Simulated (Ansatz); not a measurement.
System: BAs, space group F-43m (No. 216).

The given structure:
```cif
data_structure
_symmetry_space_group_name_H-M 'P 1'
_symmetry_Int_Tables_number 1
_cell_length_a 3.3778
_cell_length_b 3.3778
_cell_length_c 3.3778
_cell_angle_alpha 60.000
_cell_angle_beta 60.000
_cell_angle_gamma 60.000
_cell_volume 27.25
loop_
_atom_site_label
_atom_site_type_symbol
_atom_site_fract_x
_atom_site_fract_y
_atom_site_fract_z
_atom_site_occupancy
B1 B 0.00000 0.00000 0.00000 1
As1 As 0.75000 0.75000 0.75000 1
```

Calculation (Ansatz 0.2.0): periodic Kohn-Sham DFT of a crystal at fixed atoms, scaled to the stated factor times the given cell; pressure positive in compression, energy less spherical unpolarised free atoms. Level: PBE.

```json
{"setting": "method", "value": "all-electron LAPW"}
{"setting": "relativity", "value": "scalar"}
{"setting": "k mesh", "value": "13×13×13"}
{"setting": "occupations", "value": "Fermi–Dirac"}
{"setting": "smearing width", "value": "0.05 eV"}
{"setting": "basis error target", "value": "0.5 (meV/atom)"}
{"setting": "nucleus", "value": "Gaussian"}
```

V(given) is 13.63 Å³/atom.

Describe the result: the energy less free atoms and pressure against V/V(given). The V/V(given) takes the values 0.96, 0.98, 1.00, 1.02, 1.04.

A third-order Birch–Murnaghan fit gives V0 = 13.90 Å³/atom, B0 = 128 GPa and B′ = 4.8. The energy less free atoms is −5.6915 eV/atom at V/V(given) 0.96 and −5.7114 eV/atom at 1.04; the lowest computed point is at V/V(given) 1.02 (−5.7134 eV/atom), and no other minimum shows. The pressure falls from 9.0 GPa at V/V(given) 0.96 to −2.4 GPa at 1.04, and changes sign near 1.02.

| V/V(given) | energy less free atoms (eV/atom) | pressure (GPa) |
| --- | --- | --- |
| 0.96 | −5.6915 | 9.0 |
| 0.98 | −5.7040 | 5.7 |
| 1.00 | −5.7111 | 2.7 |
| 1.02 | −5.7134 | 0.0 |
| 1.04 | −5.7114 | −2.4 |

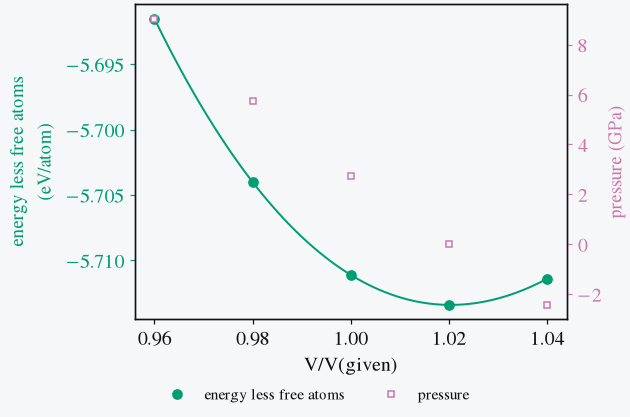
